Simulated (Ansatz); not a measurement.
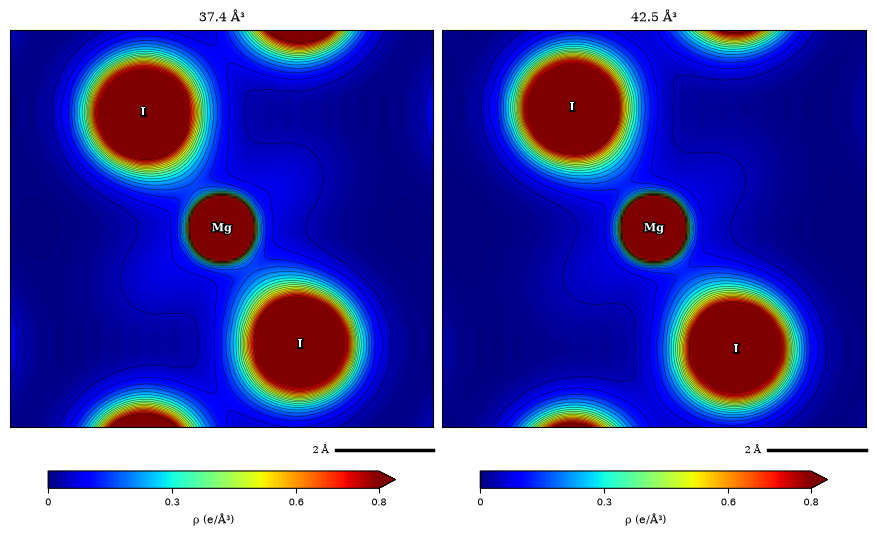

MgI2. The valence charge density (pseudo) of cells scaled evenly to different volumes (given per atom above each panel), on the (110) plane of each (indices in the axes of the cell below), at one length scale and on one colour scale.

Volume per atom at fixed shape 42.4700).

All numbers below come from Ansatz 0.2.0, DFT PBE, scalar-relativistic, plane waves, PAW.

The largest cell:

```xyz
3
Lattice="4.2951 0.0000 0.0000 -2.1475 3.7197 0.0000 0.0000 0.0000 7.9749" Properties=species:S:1:pos:R:3 pbc="T T T"
Mg    0.0000    0.0000    0.0000
I     0.0000    2.4798    6.2979
I     2.1476    1.2399    1.6770
```

| volume (Å³/atom) | Mg–I contact in the plane (Å) | ρ at its midpoint (e/Å³) | pressure (GPa) | gap on the mesh (eV) | 
| --- | --- | --- | --- | --- |
| 37.36 | 2.868 | 0.280 | 2.4 | 3.74 | 
| 40.55 | 2.948 | ? | ? | ? | 
| 42.47 | 2.994 | 0.234 | −1.0 | 3.59 | 

Question: What values belong in the row with question marks?

Answer: Over the known rows ln ρ falls by 1.42 per Å of Mg–I distance (the line through the two), which gives 0.250 e/Å³ at 2.948 Å; the calculation gives 0.250 e/Å³. For the pressure, a straight line in volume between the neighbouring rows gives 0.3 GPa; the calculation gives 0.0. For the gap on the mesh, a straight line in volume between the neighbouring rows gives 3.65 eV; the calculation gives 3.67.
